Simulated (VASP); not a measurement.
# Two runs on GaP

System: GaP (2 atoms in the cell).
Method of the first run: DFT, PBEsol, plane waves, PAW (VASP 6.6.1).

The structure was built on a prototype by a generator. The geometry comes from this level: PBE. 

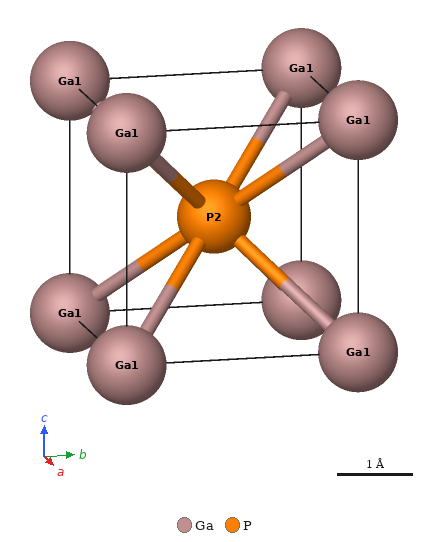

The structure as given in the input (ball-and-stick view of the cell of the calculation, seen slightly off an axis; atoms are numbered from 1 in the order of the input).

### INCAR, the first run
```
ENCUT = 600.000000
SIGMA = 0.020000
EDIFF = 1.00e-07
EDIFFG = -5.00e-03
GGA = PS
PREC = Accurate
IBRION = 2
ISIF = 3
ISMEAR = -1
NBANDS = 16
NELM = 120
NSW = 40
LASPH = .TRUE.
LCHARG = .FALSE.
LWAVE = .FALSE.
LREAL = .FALSE.
```

### KPOINTS, the first run
```
KPOINTS created by Atomic Simulation Environment
0
Gamma
8 8 8
0 0 0
```

### POSCAR, the first run
```
Ga P
 1.0000000000000000
     3.2067216877742806   -0.0000000000000000   -0.0000000000000000
     0.0000000000000000    3.2067216877742806    0.0000000000000000
    -0.0000000000000000    0.0000000000000000    3.2067216877742806
 Ga  P
   1   1
Cartesian
  0.0000000000000000 -0.0000000000000000 -0.0000000000000000
  1.6033608438871401  1.6033608438871401  1.6033608438871401
```

Launched with:
```bash
mpirun -np 1 vasp_std
```

Hardware: 1 CPU thread, shared host.

### OSZICAR and lines of OUTCAR (the first run)
```
N       E                     dE             d eps       ncg     rms          rms(c)
DAV:   1     0.786565671457E+02    0.78657E+02   -0.95096E+03  1192   0.194E+03
DAV:   2    -0.341746021620E+01   -0.82074E+02   -0.78372E+02  1288   0.325E+02
DAV:   3    -0.862452154554E+01   -0.52071E+01   -0.51656E+01  1416   0.616E+01
DAV:   4    -0.868593767792E+01   -0.61416E-01   -0.61404E-01  1352   0.688E+00
DAV:   5    -0.868692124592E+01   -0.98357E-03   -0.98338E-03  1480   0.826E-01    0.346E+00
DAV:   6    -0.860216549838E+01    0.84756E-01   -0.12749E-01  1456   0.867E+00    0.199E+00
DAV:   7    -0.858754818240E+01    0.14617E-01   -0.24384E-02  1704   0.194E+00    0.585E-01
DAV:   8    -0.858576577114E+01    0.17824E-02   -0.33679E-03  1384   0.838E-01    0.473E-02
DAV:   9    -0.858575609681E+01    0.96743E-05   -0.22009E-04  1672   0.200E-01    0.396E-02
DAV:  10    -0.858575687641E+01   -0.77960E-06   -0.73031E-06  1272   0.271E-02    0.284E-02
DAV:  11    -0.858575815062E+01   -0.12742E-05   -0.25619E-06  1512   0.298E-02    0.692E-03
DAV:  12    -0.858575833028E+01   -0.17966E-06   -0.14572E-07  1040   0.416E-03    0.139E-03
DAV:  13    -0.858575830459E+01    0.25691E-07   -0.11698E-08   784   0.123E-03
   1 F= -.85857583E+01 E0= -.85848484E+01  d E =-.858576E+01
[... from OUTCAR:]
   NELECT =      18.0000    total number of electrons
 E-fermi :   7.8569
  free  energy   TOTEN  =        -8.5857583046 eV
  energy  without entropy=       -8.5839385760  energy(sigma->0) =       -8.58484844
```

The input of the second run differs as follows (lines with − go, lines with + come):
```diff
-EDIFF = 1.00e-07
-EDIFFG = -5.00e-03
-GGA = PS
+GGA = 91
+EDIFFG = -0.01
+EDIFF = 1e-08
```

What does this change do to the results?

The total energies belong to different methods, so their difference says nothing on which is more stable or more accurate. The volume per atom goes from 16.49 to 16.64 Å³. The SCF takes 32 iterations against 13.

### OSZICAR and lines of OUTCAR (the second run)
```
N       E                     dE             d eps       ncg     rms          rms(c)
DAV:   1     0.792527009305E+02    0.79253E+02   -0.97471E+03  1192   0.191E+03
DAV:   2    -0.178901946613E+01   -0.81042E+02   -0.77345E+02  1312   0.330E+02
DAV:   3    -0.764116895246E+01   -0.58521E+01   -0.57180E+01  1424   0.641E+01
DAV:   4    -0.771861980004E+01   -0.77451E-01   -0.77433E-01  1376   0.760E+00
DAV:   5    -0.771968274175E+01   -0.10629E-02   -0.10629E-02  1464   0.843E-01    0.308E+00
DAV:   6    -0.763385301532E+01    0.85830E-01   -0.12509E-01  1552   0.717E+00    0.181E+00
DAV:   7    -0.762261862331E+01    0.11234E-01   -0.26129E-02  1696   0.151E+00    0.622E-01
[...]
   2 F= -.76220161E+01 E0= -.76210366E+01  d E =-.678013E-03
       N       E                     dE             d eps       ncg     rms          rms(c)
DAV:   1    -0.762248934854E+01   -0.47325E-03   -0.57542E-03  1224   0.128E+00    0.124E-01
DAV:   2    -0.762213928753E+01    0.35006E-03   -0.56219E-04  1360   0.479E-01    0.573E-02
DAV:   3    -0.762204910940E+01    0.90178E-04   -0.94538E-05  1392   0.176E-01    0.117E-02
DAV:   4    -0.762204187069E+01    0.72387E-05   -0.73525E-06  1472   0.345E-02    0.429E-03
DAV:   5    -0.762204091566E+01    0.95503E-06   -0.96701E-07  1352   0.133E-02    0.530E-04
DAV:   6    -0.762204093805E+01   -0.22383E-07   -0.35286E-08  1264   0.197E-03    0.212E-04
DAV:   7    -0.762204093637E+01    0.16780E-08   -0.73311E-10   640   0.244E-04
   3 F= -.76220409E+01 E0= -.76210626E+01  d E =-.702842E-03
[... from OUTCAR:]
   NELECT =      18.0000    total number of electrons
 E-fermi :   7.2456
  free  energy   TOTEN  =        -7.6220409364 eV
  energy  without entropy=       -7.6200843202  energy(sigma->0) =       -7.62106263
```

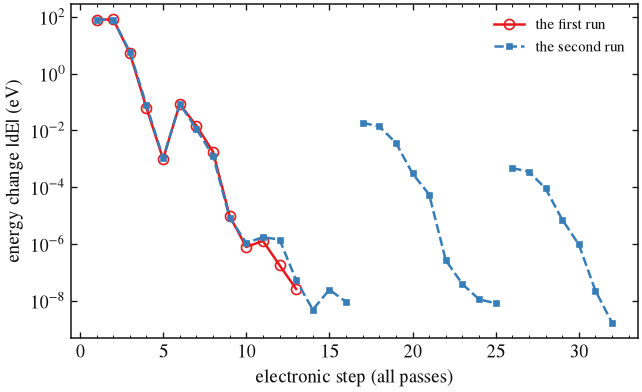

Convergence of the two runs: energy change |dE| against the electronic step. A break in a curve parts two SCF passes. The first run takes 13 steps in all, and the second run takes 32.

### The two runs side by side

| quantity | the first run | the second run |
| --- | --- | --- |
| outcome | converged | converged |
| free energy per atom (eV) | −4.2929 | −3.8110 |
| energy per atom, smearing taken to zero (eV) | −4.2924 | −3.8105 |
| pressure (GPa) | 0.01 | 0.00 |
| volume per atom (Å³) | 16.49 | 16.64 |
| largest force (eV/Å) | 0.000 | 0.000 |
| SCF iterations | 13 | 32 |
| irreducible k-points | 35 | 35 |
